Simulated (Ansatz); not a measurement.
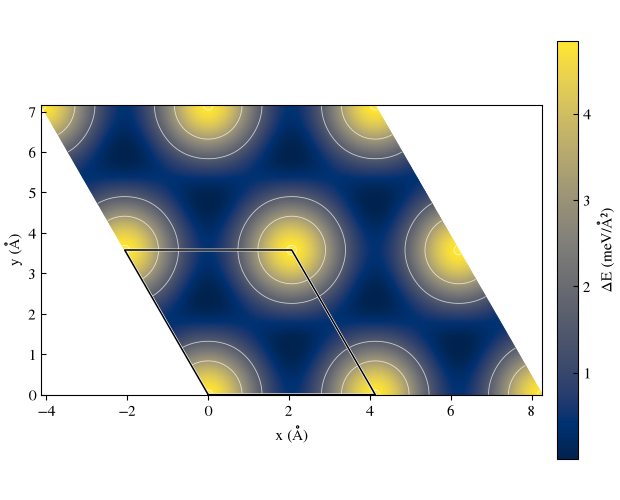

A bilayer of two MgI₂ sheets (1T type), the upper one turned by 180 degrees about the normal (6 atoms in the cell). The upper layer of a bilayer is slid over the lower one; relaxed at each slide: nothing; the origin of the map has I4 above I3; the distance between the facing planes is held at 3.83 Å. Places are given modulo a cell vector. The map is drawn in real space over the plane of the slide. Grid: 9 × 9 points; 12 points were computed and 69 follow by symmetry. Energies: meV/Å², counted from the lowest grid point. At a held distance the lowest stacking need not be the one that binds best once the distance relaxes. Level of theory: DFT PBE+D3(BJ), scalar-relativistic, plane waves, PAW (Ansatz 0.2.0). Settings: cutoff 420 eV, k-mesh 9×9×1, gaussian smearing 0.05 eV, no spin polarisation.

In the figure: a smooth colour map with a few white contour lines, the outline of one cell of the 2 × 2 shown. Between grid points the surface is interpolated.

The lowest grid point is at (3/9, 6/9) of the cell vectors; the map holds 2 wells of about this depth. It is the only kind of minimum in the scanned range. The highest grid point, (0/9, 0/9) of the cell vectors, lies 4.84 meV/Å² above the lowest. On the interpolated surface the easiest way out of the lowest well to a well of about the same depth near (6/9, 3/9) of the cell vectors passes a barrier of about 0.44 meV/Å². Facing atoms of the upper layer at the lowest point: I above Mg of a deeper plane, the Mg behind them above I; at the highest: I above I, the Mg behind them above Mg.

The upper layer is now not turned; all else is set up alike.

**What does this change do to the map?**

The equal wells of the first map split: (6/9, 3/9) of the cell vectors is now the lowest, and (3/9, 6/9) of the cell vectors lies 0.08 meV/Å² higher. The span from the lowest to the highest grid point stays at about 4.8 meV/Å². The easiest pass out of the lowest well goes from about 0.44 to about 0.48 meV/Å² on the interpolated surfaces. In the new map: facing atoms of the upper layer at the lowest point: I above I of a deeper plane, the Mg behind them above Mg; at the highest: I above I, the Mg behind them above I.

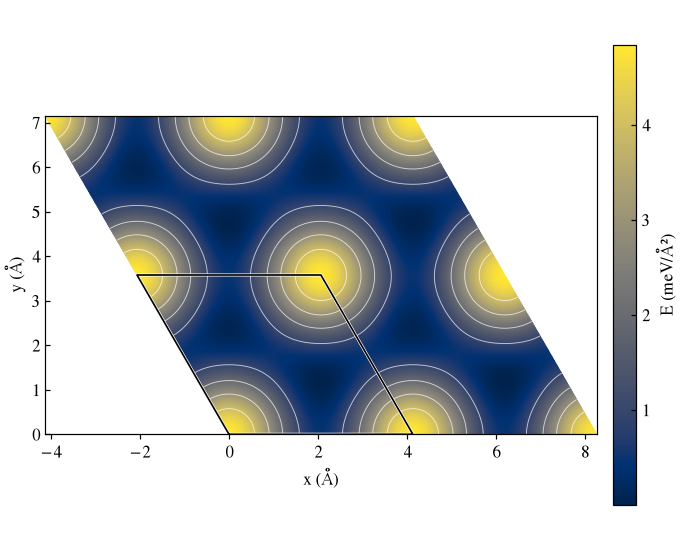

The map after the change, on a colour scale of its own. Drawn: a smooth colour map with a few white contour lines, the outline of one cell of the 2 × 2 shown. Between grid points the surface is interpolated.
